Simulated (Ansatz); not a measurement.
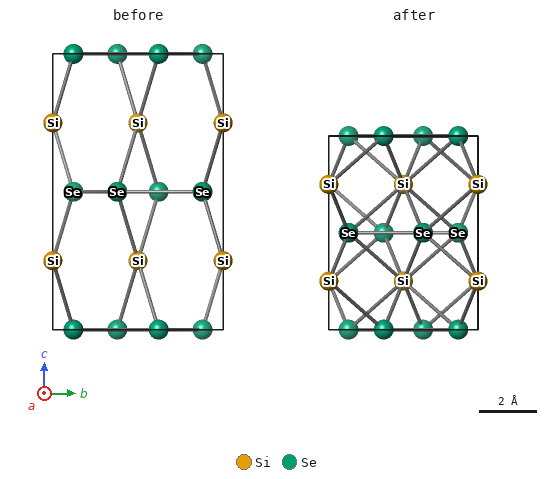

The structure of a crystal of SiSe2 (set up in Ibam) (coarse preliminary run) before (left) and after (right) a relaxation, at one scale.

The picture is a ball-and-stick view of the conventional cell (2 times the calculation's cell), seen along the a axis. Lengths and directions refer to the drawn axes.

Level of theory: DFT PBE+D3(BJ), scalar-relativistic, plane waves, PAW in Ansatz 0.2.0. Set-up: plane-wave cutoff 420 eV; k-point mesh 6 × 6 × 6; occupations gaussian; smearing width 0.1 eV; no spin polarisation; cell and atoms relaxed; force threshold 0.05 eV/Å; at most 80 steps.

**What changed between the two?**

The run was cut off at its time limit before the relaxation converged, so the last structure is only a point on the way. The energy falls by 542 meV per atom in 11 geometry steps. The largest force component goes from 0.55 to 0.098 eV/Å. Pressure: −5.01 GPa at the start and −0.94 GPa at the end. The largest moves relative to the cell, 1.32 Å, are those of Se atoms. Si stays in place. The volume changes by −25.5 %, with a 5.760 → 6.978 Å (+21.2 %), b 6.030 → 5.280 Å (−12.4 %), c 9.760 → 6.854 Å (−29.8 %). Near-neighbour distances that change, for instance: Se–Se 2.747 → 5.066 Å, Se–Si 3.758 → 2.626 Å, Se–Se 3.273 → 3.704 Å, Se–Se 3.065 → 2.651 Å. The space group stays Ibam (No. 72). The run took 4 min on 1 thread of Arm Neoverse V1, with other jobs on the host, peak memory 0.57 GiB.
